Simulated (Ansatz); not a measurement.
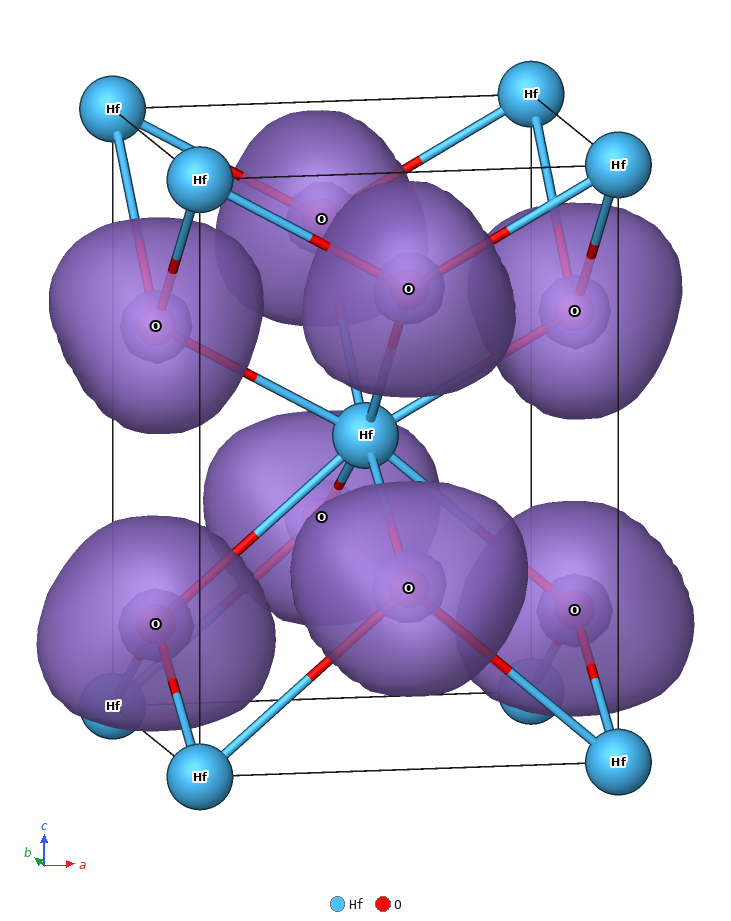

The picture shows: HfO₂. Isosurface of the ELF at 0.6 (purple), seen slightly off an axis. Core shells and regions of very low density are left out. Sticks mark near contacts.

Space group P4₂/nmc; a structure from a database of computed crystals, not necessarily the ambient phase; changed on purpose from its base cell (strain -0.025 along x and y, -0.050 along z, atoms carried along); not relaxed (largest force 0.7 eV/Å); computed pressure about 32 GPa in this cell.

Level of theory: Ansatz, DFT r2SCAN, scalar-relativistic, plane waves, PAW.

Core electrons are frozen (PAW), and the valence fields are smoothed inside the atomic spheres.

```cif
data_structure
_symmetry_space_group_name_H-M 'P 1'
_symmetry_Int_Tables_number 1
_cell_length_a 3.4874
_cell_length_b 3.4874
_cell_length_c 4.9425
_cell_angle_alpha 90.000
_cell_angle_beta 90.000
_cell_angle_gamma 90.000
_cell_volume 60.11
loop_
_atom_site_label
_atom_site_type_symbol
_atom_site_fract_x
_atom_site_fract_y
_atom_site_fract_z
_atom_site_occupancy
Hf1 Hf 0.50000 0.50000 0.50000 1
Hf2 Hf 0.00000 0.00000 0.00000 1
O1 O 0.00000 0.50000 0.69616 1
O2 O 0.50000 0.00000 0.80384 1
O3 O 0.50000 0.00000 0.30384 1
O4 O 0.00000 0.50000 0.19616 1
```

Identify the bonds, lone pairs and shells in this picture.

The surface consists of four regions wrapped around O (the valence shell of each), counted in one cell of 6 atoms. Regions shared between cells count once.

Values along the shortest contacts:
Hf–O (2.00 Å): the ELF peaks at about 0.85 in the valence shell of O, 0.6 Å from its nucleus, and drops to about 0.20 between the two atoms (no localised pair shows between them). Hf–O (2.30 Å): the ELF peaks at about 0.85 in the valence shell of O, 0.6 Å from its nucleus, and drops to about 0.10 between the two atoms; no localised pair shows between them.
